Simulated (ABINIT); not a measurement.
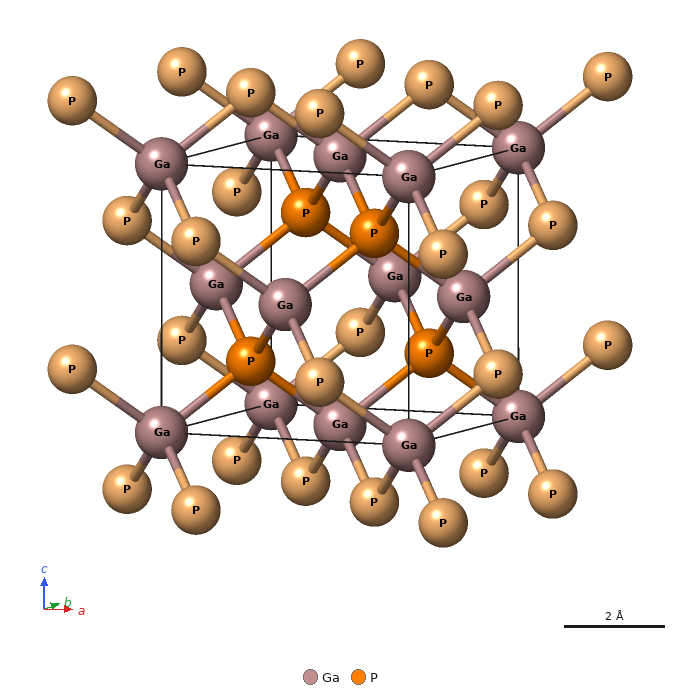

Fig. 1: The structure as given in the input (ball-and-stick view of the cell 4 times as large as that of the calculation, set on its symmetry axes, seen slightly off an axis; neighbours outside the cell are drawn fainter).

# GaP: geometry relaxation (part 1 of 2)

GaP (2 atoms in the cell), computed with Kohn-Sham DFT of a periodic cell, PBE, spin-orbit coupling, Ansatz PAW PBE default generated set, frozen core, no spin polarisation (ABINIT 10.8.3).

The structure derives from an entry of the Crystallography Open Database.

Input file:
```
# Pseudopotentials
pp_dirpath "./"
pseudos "Ga.GGA_PBE-ansatz.xml, P.GGA_PBE-ansatz.xml"

# Structure
acell 7.2831660764 7.2831660764 7.2831660764
rprim
     0.0000000000     0.7071067812     0.7071067812
     0.7071067812     0.0000000000     0.7071067812
     0.7071067812     0.7071067812     0.0000000000
ntypat 2
znucl 31 15
natom 2
typat 1 2
chkprim 0
chksymtnons 0
tolsym 1.0e-6
xred
            0.0            0.0            0.0
            3/4            3/4            3/4

# Plane-wave basis
ecut 419.055348 eV
pawecutdg 30.8
pawovlp 30
ecutsm 0.5

# k points
kptopt 4
ngkpt 6 6 6
nshiftk 1
shiftk 0.0 0.0 0.0

# Exchange and correlation
ixc 11

# Bands and occupations
nband 26
occopt 3
tsmear 0.05 eV

# Spin
nspinor 2
nspden 1
pawspnorb 1

# SCF cycle
nstep 80
tolvrs 1.0e-10

# Output
iomode 3
prteig 0
prtebands 0
prtwf 0
prtden 0

# Relaxation
ionmov 2
optcell 2
ntime 50
tolmxf 2.0e-5
dilatmx 1.08
```

Run as:
```bash
abinit run.abi > log 2>&1
```

Output:
```
.Version 10.8.3 of ABINIT
 Symmetries : space group F2 3 (#196); Bravais cF (face-center cubic)
================================================================================
 Values of the parameters that define the memory need of the present run
     intxc =       0    ionmov =       2      iscf =      17    lmnmax =      30
     lnmax =       8     mgfft =      30  mpssoang =       4    mqgrid =    3001
     natom =       2  nloc_mem =       2    nspden =       1   nspinor =       2
    nsppol =       1      nsym =      12    n1xccc =       1    ntypat =       2
    occopt =       3   xclevel =       2
       mpw =        1018          nfft =       27000          nkpt =          25
 PAW method is used; the additional fine FFT grid is defined by:
   mgfftf=        40    nfftf =     64000
================================================================================
================================================================================

--------------------------------------------------------------------------------
------------- Echo of variables that govern the present computation ------------
--------------------------------------------------------------------------------
 -outvars: echo values of preprocessed input variables --------
            acell      7.2831660764E+00  7.2831660764E+00  7.2831660764E+00 Bohr
              amu      6.97230000E+01  3.09737620E+01
          chkprim           0
      chksymtnons           0
          dilatmx      1.08000000E+00
             ecut      1.54000000E+01 Hartree
           ecutsm      5.00000000E-01 Hartree
           ionmov           2
              ixc          11
           kptopt           4
         kptrlatt        6    0    0      0    6    0      0    0    6
          kptrlen      4.36989965E+01
            natom           2
            nband          26
            ngfft          30      30      30
          ngfftdg          40      40      40
             nkpt          25
          nspinor           2
            nstep          80
             nsym          12
            ntime          50
           ntypat           2
           occopt           3
          optcell           2
        pawcpxocc           2
        pawecutdg      3.08000000E+01 Hartree
          pawovlp      3.0000000000E+01
        pawspnorb           1
         pawxcdev           0
           prtden           0
        prtebands           0
           prteig           0
            prtwf           0
            rprim      0.0000000000E+00  7.0710678120E-01  7.0710678120E-01
                       7.0710678120E-01  0.0000000000E+00  7.0710678120E-01
                       7.0710678120E-01  7.0710678120E-01  0.0000000000E+00
          spgroup         196
           tolmxf      2.00000000E-05
           tolsym      1.00000000E-06
           tolvrs      1.00000000E-10
           tsmear      1.83746611E-03 Hartree
            typat      1  2
           useylm           1
           xangst      0.0000000000E+00  0.0000000000E+00  0.0000000000E+00
                       4.0878749973E+00  4.0878749973E+00  4.0878749973E+00
            xcart      0.0000000000E+00  0.0000000000E+00  0.0000000000E+00
                       7.7249641818E+00  7.7249641818E+00  7.7249641818E+00
             xred      0.0000000000E+00  0.0000000000E+00  0.0000000000E+00
                       7.5000000000E-01  7.5000000000E-01  7.5000000000E-01
            znucl       31.00000   15.00000

================================================================================

 chkinp: Checking input parameters for consistency.

================================================================================
== DATASET  1 ==================================================================

--- !DatasetInfo
iteration_state: {dtset: 1, }
dimensions: {natom: 2, nkpt: 25, mband: 26, nsppol: 1, nspinor: 2, nspden: 1, mpw: 1018, }
cutoff_energies: {ecut:  15.4, pawecutdg:  30.8, }
electrons: {nelect:   1.80000000E+01, charge:   0.00000000E+00, occopt:   3.00000000E+00, tsmear:   1.83746611E-03, }
meta: {optdriver: 0, ionmov: 2, optcell: 2, iscf: 17, paral_kgb: 0, }
...

 Exchange-correlation functional for the present dataset will be:
  GGA: Perdew-Burke-Ernzerhof functional - ixc=11
  J.P.Perdew, K.Burke, M.Ernzerhof, PRL 77, 3865 (1996)

 Real(R)+Recip(G) space primitive vectors, cartesian coordinates (Bohr,Bohr^-1):
 R(1)=  0.0000000  5.1499761  5.1499761  G(1)= -0.0970878  0.0970878  0.0970878
 R(2)=  5.1499761  0.0000000  5.1499761  G(2)=  0.0970878 -0.0970878  0.0970878
 R(3)=  5.1499761  5.1499761  0.0000000  G(3)=  0.0970878  0.0970878 -0.0970878
 Unit cell volume ucvol=  2.7317795E+02 bohr^3
 Angles (23,13,12)=  6.00000000E+01  6.00000000E+01  6.00000000E+01 degrees

 Coarse grid specifications (used for wave-functions):

 getcut: wavevector=  0.0000  0.0000  0.0000  ngfft=  30  30  30
         ecut(hartree)=     17.963   => boxcut(ratio)=   2.16139

 Fine grid specifications (used for densities):

 getcut: wavevector=  0.0000  0.0000  0.0000  ngfft=  40  40  40
         ecut(hartree)=     35.925   => boxcut(ratio)=   2.03552

--- Pseudopotential description ------------------------------------------------
- pspini: atom type   1  psp file is ./Ga.GGA_PBE-ansatz.xml
 Pseudopotential format is: paw10
 basis_size (lnmax)=  8 (lmn_size= 30), orbitals=   0   0   1   1   2   2   2   3
 Spheres core radius: rc_sph= 2.63805767
 Shapefunction is NUMERIC type: directly read from atomic data file
 Radius for shape functions =  2.63805767
 Compensation charge density is not taken into account in XC energy/potential

- pspini: atom type   2  psp file is ./P.GGA_PBE-ansatz.xml
 Pseudopotential format is: paw10
 basis_size (lnmax)=  6 (lmn_size= 18), orbitals=   0   0   1   1   2   2
 Spheres core radius: rc_sph= 2.62860904
 Shapefunction is NUMERIC type: directly read from atomic data file
 Radius for shape functions =  2.62860904
 Compensation charge density is not taken into account in XC energy/potential

   6.23158681E+02                                ecore*ucvol(ha*bohr**3)
--------------------------------------------------------------------------------

================================================================================

=== [ionmov= 2] Broyden-Fletcher-Goldfarb-Shanno method (forces)
================================================================================

--- Iteration: ( 1/50) Internal Cycle: (1/1)
--------------------------------------------------------------------------------

---SELF-CONSISTENT-FIELD CONVERGENCE--------------------------------------------

--- !BeginCycle
iteration_state: {dtset: 1, itime: 1, icycle: 1, }
solver: {iscf: 17, nstep: 80, nline: 4, wfoptalg: 10, }
tolerances: {tolvrs: 1.00E-10, }
...

     iter   Etot(hartree)      deltaE(h)  residm     nres2
 ETOT  1  -85.677878086435    -8.568E+01 1.034E+00 3.104E+00
 ETOT  2  -85.772770490114    -9.489E-02 2.768E-01 5.280E-01
 ETOT  3  -85.772725015085     4.548E-05 1.694E-02 6.461E-02
 ETOT  4  -85.772279997709     4.450E-04 1.072E-02 1.709E-02
 ETOT  5  -85.772253248463     2.675E-05 8.962E-03 1.322E-03
 ETOT  6  -85.772281206782    -2.796E-05 7.816E-03 8.441E-05
 ETOT  7  -85.772282360646    -1.154E-06 7.511E-03 1.506E-04
 ETOT  8  -85.772281913705     4.469E-07 3.475E-03 9.619E-06
 ETOT  9  -85.772281940345    -2.664E-08 1.866E-03 3.038E-06
 ETOT 10  -85.772281934237     6.108E-09 9.537E-04 6.102E-07
 ETOT 11  -85.772281931902     2.335E-09 3.109E-04 6.466E-09
 ETOT 12  -85.772281931936    -3.392E-11 4.455E-04 1.972E-09
 ETOT 13  -85.772281931953    -1.660E-11 7.419E-05 3.484E-10
 ETOT 14  -85.772281931952     1.265E-12 1.905E-04 8.490E-12

 At SCF step   14       nres2   =  8.49E-12 < tolvrs=  1.00E-10 =>converged.

 Cartesian components of stress tensor (hartree/bohr^3)
  sigma(1 1)= -8.57054845E-05  sigma(3 2)=  0.00000000E+00
  sigma(2 2)= -8.57054845E-05  sigma(3 1)=  0.00000000E+00
  sigma(3 3)= -8.57054845E-05  sigma(2 1)=  0.00000000E+00

--- !ResultsGS
iteration_state: {dtset: 1, itime: 1, icycle: 1, }
comment   : Summary of ground state results
lattice_vectors:
- [  0.0000000,   5.1499761,   5.1499761, ]
- [  5.1499761,   0.0000000,   5.1499761, ]
- [  5.1499761,   5.1499761,   0.0000000, ]
lattice_lengths: [   7.28317,    7.28317,    7.28317, ]
lattice_angles: [ 60.000,  60.000,  60.000, ] # degrees, (23, 13, 12)
lattice_volume:   2.7317795E+02
convergence: {deltae:  1.265E-12, res2:  8.490E-12, residm:  1.905E-04, diffor: null, }
etotal    :  -8.57722819E+01
entropy   :   0.00000000E+00
fermie    :   1.63727731E-01
cartesian_stress_tensor: # hartree/bohr^3
- [ -8.57054845E-05,   0.00000000E+00,   0.00000000E+00, ]
- [  0.00000000E+00,  -8.57054845E-05,   0.00000000E+00, ]
- [  0.00000000E+00,   0.00000000E+00,  -8.57054845E-05, ]
pressure_GPa:   2.5215E+00
xred      :
- [  0.0000E+00,   0.0000E+00,   0.0000E+00, Ga]
- [  7.5000E-01,   7.5000E-01,   7.5000E-01,  P]
cartesian_forces: # hartree/bohr
- [ -4.46407481E-48,   4.46407481E-48,   1.02118390E-31, ]
- [  4.46407481E-48,  -4.46407481E-48,  -1.02118390E-31, ]
force_length_stats: {min:   1.02118390E-31, max:   1.02118390E-31, mean:   1.02118390E-31, }
...

 Integrated electronic density in atomic spheres:
 ------------------------------------------------
 Atom  Sphere_radius  Integrated_density
    1        2.63806         12.47963291
    2        2.62861          4.72370745

---OUTPUT-----------------------------------------------------------------------

 Cartesian coordinates (xcart) [bohr]
  0.00000000000000E+00  0.00000000000000E+00  0.00000000000000E+00
  7.72496418184235E+00  7.72496418184235E+00  7.72496418184235E+00
 Reduced coordinates (xred)
  0.00000000000000E+00  0.00000000000000E+00  0.00000000000000E+00
  7.50000000000000E-01  7.50000000000000E-01  7.50000000000000E-01
 Cartesian forces (fcart) [Ha/bohr]; max,rms= 1.02118E-31 5.89581E-32 (free atoms)
 -4.46407480571265E-48  4.46407480571265E-48  1.02118390021178E-31
  4.46407480571265E-48 -4.46407480571265E-48 -1.02118390021178E-31
 Gradient of E wrt nuclear positions in reduced coordinates (gred)
 -5.25907270147341E-31 -5.25907270147341E-31  1.51504514949724E-63
  5.25907270147341E-31  5.25907270147341E-31 -1.51504514949724E-63
 Scale of Primitive Cell (acell) [bohr]
  7.28316607640000E+00  7.28316607640000E+00  7.28316607640000E+00
 Real space primitive translations (rprimd) [bohr]
  0.00000000000000E+00  5.14997612122824E+00  5.14997612122824E+00
  5.14997612122824E+00  0.00000000000000E+00  5.14997612122824E+00
  5.14997612122824E+00  5.14997612122824E+00  0.00000000000000E+00
 Unitary Cell Volume (ucvol) [Bohr^3]=  2.73177950069275E+02
 Angles (23,13,12)= [degrees]
  6.00000000000000E+01  6.00000000000000E+01  6.00000000000000E+01
 Lengths [Bohr]
  7.28316607653856E+00  7.28316607653856E+00  7.28316607653856E+00
 Stress tensor in cartesian coordinates (strten) [Ha/bohr^3]
 -8.57054844553388E-05  0.00000000000000E+00  0.00000000000000E+00
  0.00000000000000E+00 -8.57054844553388E-05  0.00000000000000E+00
  0.00000000000000E+00  0.00000000000000E+00 -8.57054844553388E-05
 Total energy (etotal) [Ha]= -8.57722819319515E+01

--- Iteration: ( 2/50) Internal Cycle: (1/1)
--------------------------------------------------------------------------------

---SELF-CONSISTENT-FIELD CONVERGENCE--------------------------------------------

--- !BeginCycle
iteration_state: {dtset: 1, itime: 2, icycle: 1, }
solver: {iscf: 17, nstep: 80, nline: 4, wfoptalg: 10, }
tolerances: {tolvrs: 1.00E-10, }
...

     iter   Etot(hartree)      deltaE(h)  residm     nres2
 ETOT  1  -85.774532583680    -8.577E+01 1.221E-04 4.204E-01
 ETOT  2  -85.772884645087     1.648E-03 3.315E-05 3.414E-02
 ETOT  3  -85.772478445290     4.062E-04 1.633E-04 1.155E-02
 ETOT  4  -85.772432792984     4.565E-05 1.165E-04 1.885E-03
 ETOT  5  -85.772440778856    -7.986E-06 1.289E-05 1.155E-03
 ETOT  6  -85.772439298826     1.480E-06 1.832E-06 9.431E-05
 ETOT  7  -85.772438824883     4.739E-07 6.738E-07 5.375E-05
 ETOT  8  -85.772438816668     8.214E-09 9.865E-07 1.496E-05
 ETOT  9  -85.772438778961     3.771E-08 3.162E-07 4.581E-06
 ETOT 10  -85.772438760669     1.829E-08 3.756E-07 4.842E-08
 ETOT 11  -85.772438761961    -1.292E-09 1.342E-07 1.669E-08
 ETOT 12  -85.772438761926     3.493E-11 1.617E-07 1.750E-09
 ETOT 13  -85.772438761939    -1.353E-11 5.571E-08 3.895E-10
 ETOT 14  -85.772438761935     4.079E-12 6.868E-08 1.428E-10
 ETOT 15  -85.772438761930     5.031E-12 2.353E-08 5.517E-13

 At SCF step   15       nres2   =  5.52E-13 < tolvrs=  1.00E-10 =>converged.

 Cartesian components of stress tensor (hartree/bohr^3)
  sigma(1 1)= -6.29344200E-05  sigma(3 2)=  0.00000000E+00
  sigma(2 2)= -6.29344200E-05  sigma(3 1)=  0.00000000E+00
  sigma(3 3)= -6.29344200E-05  sigma(2 1)=  0.00000000E+00

--- !ResultsGS
iteration_state: {dtset: 1, itime: 2, icycle: 1, }
comment   : Summary of ground state results
lattice_vectors:
- [  0.0000000,   5.1632176,   5.1632176, ]
- [  5.1632176,   0.0000000,   5.1632176, ]
- [  5.1632176,   5.1632176,   0.0000000, ]
lattice_lengths: [   7.30189,    7.30189,    7.30189, ]
lattice_angles: [ 60.000,  60.000,  60.000, ] # degrees, (23, 13, 12)
lattice_volume:   2.7529053E+02
convergence: {deltae:  5.031E-12, res2:  5.517E-13, residm:  2.353E-08, diffor: null, }
etotal    :  -8.57724388E+01
entropy   :   0.00000000E+00
fermie    :   1.61038969E-01
cartesian_stress_tensor: # hartree/bohr^3
- [ -6.29344200E-05,   0.00000000E+00,   0.00000000E+00, ]
- [  0.00000000E+00,  -6.29344200E-05,   0.00000000E+00, ]
- [  0.00000000E+00,   0.00000000E+00,  -6.29344200E-05, ]
pressure_GPa:   1.8516E+00
xred      :
- [  9.9145E-33,   9.9145E-33,  -9.9145E-33, Ga]
- [  7.5000E-01,   7.5000E-01,   7.5000E-01,  P]
cartesian_forces: # hartree/bohr
- [ -0.00000000E+00,   3.05569501E-31,  -1.01856500E-31, ]
- [ -0.00000000E+00,  -3.05569501E-31,   1.01856500E-31, ]
force_length_stats: {min:   3.22098535E-31, max:   3.22098535E-31, mean:   3.22098535E-31, }
...

 Integrated electronic density in atomic spheres:
 ------------------------------------------------
 Atom  Sphere_radius  Integrated_density
    1        2.63806         12.46591392
    2        2.62861          4.71962886

---OUTPUT-----------------------------------------------------------------------
```
